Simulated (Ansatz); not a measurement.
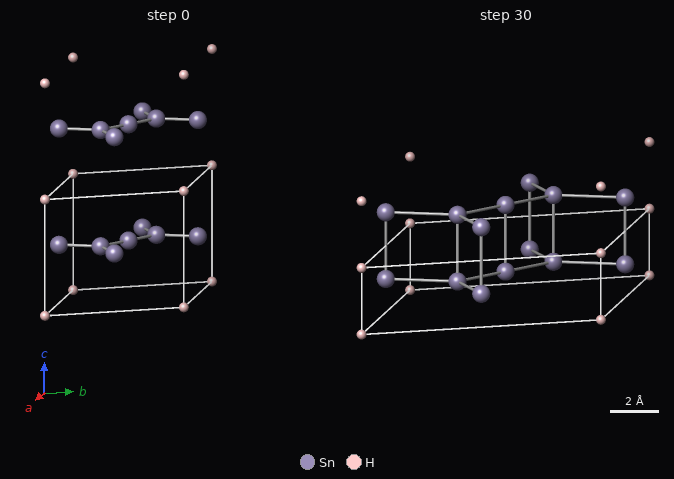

The structure of crystalline Sn₅H (a generated structure, set up in P6/mmm) (coarse preliminary run) before (left) and after (right) a relaxation, at one scale.

The picture is a ball-and-stick view of the cell of the calculation, repeated 1 × 1 × 2 with one cell outlined, seen slightly off an axis.

Computed with Ansatz 0.2.0, DFT PBE, scalar-relativistic, plane waves, PAW. (plane-wave cutoff 420 eV; k-point mesh 3 × 3 × 4; occupations gaussian; smearing width 0.1 eV; no spin polarisation; cell and atoms relaxed; force threshold 0.04 eV/Å; at most 70 steps)

Q: Describe what moved and what it gained.

A: After 26 accepted moves (30 points after the start) the energy has fallen by 13942 meV per atom. All forces vanish by symmetry, so only the cell relaxes. The pressure goes from 185.22 to 0.00 GPa. The line search rejected the trial step at point 15 of the run. At 3 points the geometry stayed and the basis and grid were re-selected for the new cell (energy shift of 470 meV per atom at most each time). The atoms keep their places relative to the cell (all moves are under 0.005 Å). Cell: a = b 6.168 → 10.628 Å (+72.3 %), c 4.963 → 2.846 Å (−42.7 %). Volume +70.2 %. Some distances before and after: Sn–Sn 4.963 → 2.846 Å, Sn–Sn 1.780 → 3.068 Å. The space group stays P6/mmm (No. 191).

Limits of the set-up: layers or molecules are held without a dispersion correction, so their spacing is unreliable.
